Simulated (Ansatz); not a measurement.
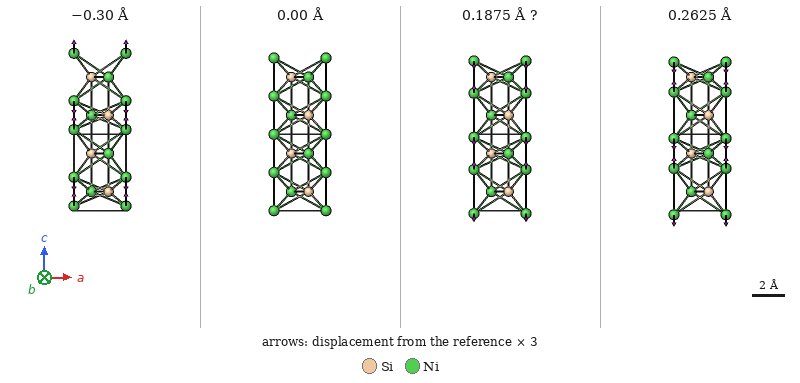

A scan of solid SiNi$_{2}$ (P6_3/mmc): a normal mode at the zone centre is frozen in with the cell fixed, the amplitude being the largest displacement of an atom. A ball-and-stick model of the cell of the calculation, repeated 1 × 2 × 2 with one cell outlined, seen along the b axis. Purple arrows: displacements from the reference.

Method: DFT PBEsol, scalar-relativistic, plane waves, PAW (Ansatz 0.2.0). (plane-wave cutoff 420 eV; k-point mesh 12 × 12 × 10; occupations gaussian; smearing width 0.15 eV; no spin polarisation). Energies (free energies at the smearing named) are counted from the relaxed crystal.

```csv
largest displacement (Å),E − E(ref) (eV/cell)
−0.3000,2.61
−0.1500,0.50
0.0000,0.00
0.0375,0.03
0.0750,0.12
0.1125,0.27
0.1875,?
0.2250,1.26
0.2625,1.85
```

Estimate the missing energy from the other rows, and compare with the calculation.

Answer. A straight line between the two neighbours gives 0.93 eV/cell. A cubic through the four nearest rows (0.0750, 0.1125, 0.2250, 0.2625) gives, with Lagrange weights, (−0.2000)(0.12) + (0.5000)(0.27) + (1.0000)(1.26) + (−0.3000)(1.85) = 0.82 eV/cell. The calculation gives 0.83 eV/cell, so the cubic is 0.01 eV/cell too low and the straight line 0.10 eV/cell too high, as the curve bends upwards here.

The whole profile:

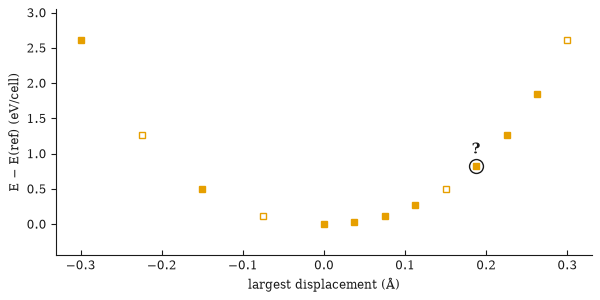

Limits of the set-up: an element that often carries a moment was run without spin polarisation.
